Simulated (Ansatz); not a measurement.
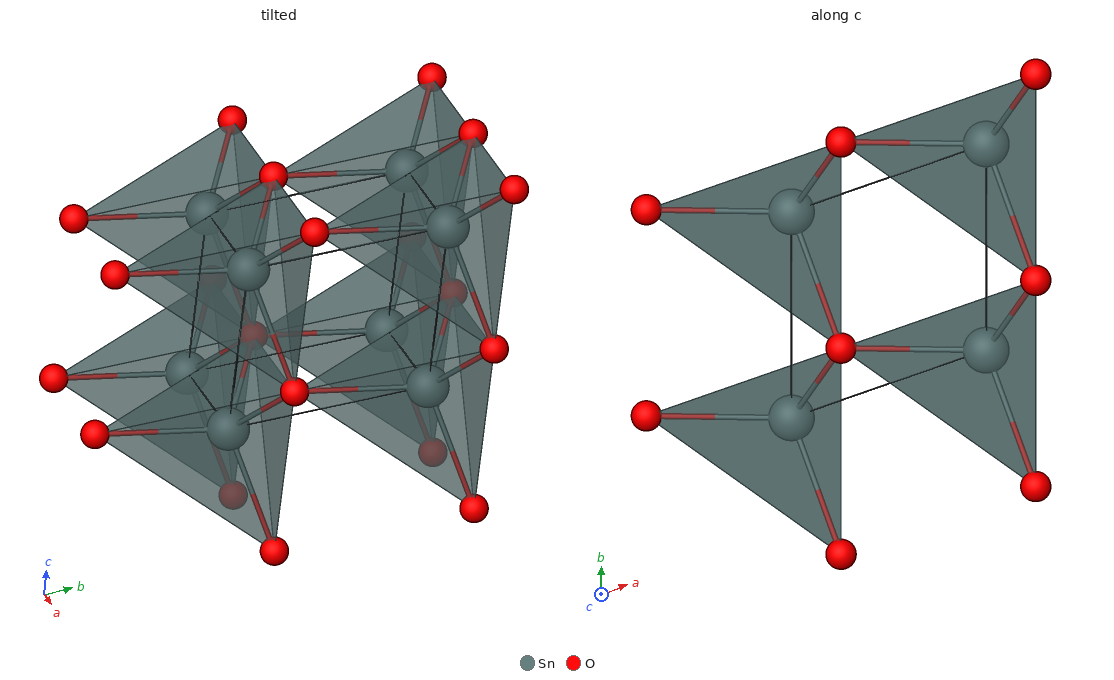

An orthographic polyhedral view of the structure, slightly off an axis and along the c axis. The frame is the simulation cell; atoms at its boundary are shown with their periodic copies. Some neighbours outside the box are added.

Full input:
```yaml
crystal:
  lattice:
    - [-0.0278043378, 2.6804103799, 2.6804103799]
    - [2.6804103799, -0.0278043378, 2.6804103799]
    - [2.6804103799, 2.6804103799, -0.0278043378]
  atoms:
    - { symbol: Sn, position: [-0.0023319328, -0.0023319328, -0.0023319328] }
    - { symbol: O, position: [0.2523319328, 0.2523319328, 0.2523319328] }
kpoints:
  mp_grid: { grid: [8, 8, 8] }
  band_path:
    path:
      - [0.0, 0.0, 0.0]
      - [-0.5, -0.5, 0.0]
      - [-0.375, -0.375, 0.25]
      - [-0.375, 0.0, 0.375]
      - [0.0, 0.0, 0.5]
      - [-0.5, -0.25, 0.25]
      - [-0.5, -0.4, 0.1]
    npoints: 1
hamiltonian:
  xc: r2scan
scf:
  occupations: { method: fermi_dirac, width: 0.02 }
  n_extra_bands: 4
output:
  forces: true
  stress: true
  eigenvalues: true
```

All computed values are from Ansatz 0.2.0, DFT, r2SCAN, plane waves, PAW. Settings: 500 eV cutoff, an 8×8×8 sampling of the Brillouin zone, Fermi-Dirac smearing of 0.02 eV, no spin polarisation.

How large a gap does the method give, if there is one?

A metal: bands cross the Fermi level.

Under what pressure is the structure?

The computed pressure is 0.8 GPa (compressed: it would expand).

Origin of the cell: a structure type filled with these elements by a generator (whether the compound takes this form wasn't checked). The cell was then strained or its atoms displaced on purpose. A calculation with Ansatz used it as input.
